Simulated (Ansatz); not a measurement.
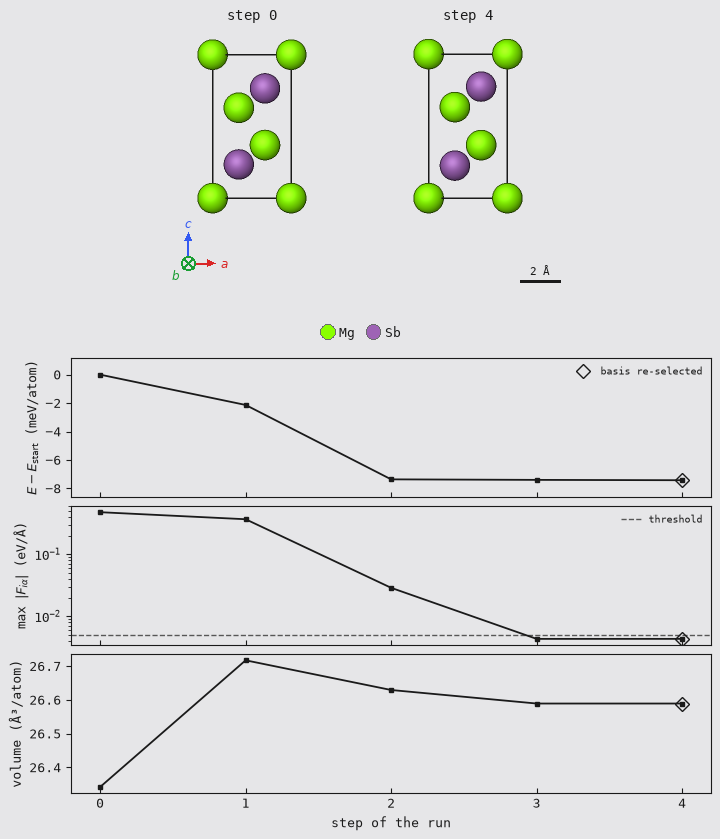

First and last geometry of a relaxation of crystalline Mg3Sb2 (set up in P-3m1), with the history of the run. A spheres-only model of the cell of the calculation, seen along the b axis.

Theory: DFT PBE, scalar-relativistic, plane waves, PAW (Ansatz 0.2.0).

The input:
```yaml
crystal:
  lattice:
    - [4.5820006928, 0.0, 0.0]
    - [-2.2910003464, 3.9681290001, 0.0]
    - [0.0, 0.0, 7.244]
  atoms:
    - { symbol: Mg, position: [0.3333333333, 0.6666666667, 0.63] }
    - { symbol: Mg, position: [0.6666666667, 0.3333333333, 0.37] }
    - { symbol: Mg, position: [0.0, 0.0, 0.0] }
    - { symbol: Sb, position: [0.3333333333, 0.6666666667, 0.235] }
    - { symbol: Sb, position: [0.6666666667, 0.3333333333, 0.765] }
basis:
  ecutwfc: 420
kpoints:
  mp_grid: { grid: [12, 12, 6] }
hamiltonian:
  xc: pbe
scf:
  occupations: { method: gaussian, width: 0.01 }
output:
  forces: true
  stress: true
  eigenvalues: true
  write_density: true
  write_potential: true
  elf: true
  volumetric_format: npy
relax:
  adjacent_minimum: "off"
  f_tol: 0.005
  max_steps: 80
  cell: { stress_tol: 0.05 }
```

Run as
```bash
ansatz run input.yaml --threads 1 --pin off --max-ram 2560MiB --backend cpu --events-out ev --progress --plain --runs-dir out
```

Read the history and describe the run.

Answer. It converged. Over 3 accepted moves (4 points after the start) the energy falls by 7.4 meV per atom. The largest force component goes from 0.48 to 0.0043 eV/Å. The pressure goes from 0.90 to 0.02 GPa. The SCF was repeated once at an unchanged geometry on a basis and grid sized afresh for the cell, which shifted the energy by less than 0.05 meV per atom at most. The largest moves relative to the cell, 0.068 Å, are those of Sb4 and Sb5. Sb5 goes along +c. Largest moves by element: Sb 0.068 Å, Mg 0.014 Å. The volume changes by +0.9 %, with a = b 4.582 → 4.594 Å (+0.3 %), c 7.244 → 7.274 Å (+0.4 %). Among the contacts that change: Mg1–Sb4 2.861 → 2.956 Å, Mg1–Sb5 2.820 → 2.847 Å, Mg3–Sb4 3.146 → 3.119 Å. The space group stays P-3m1 (No. 164).
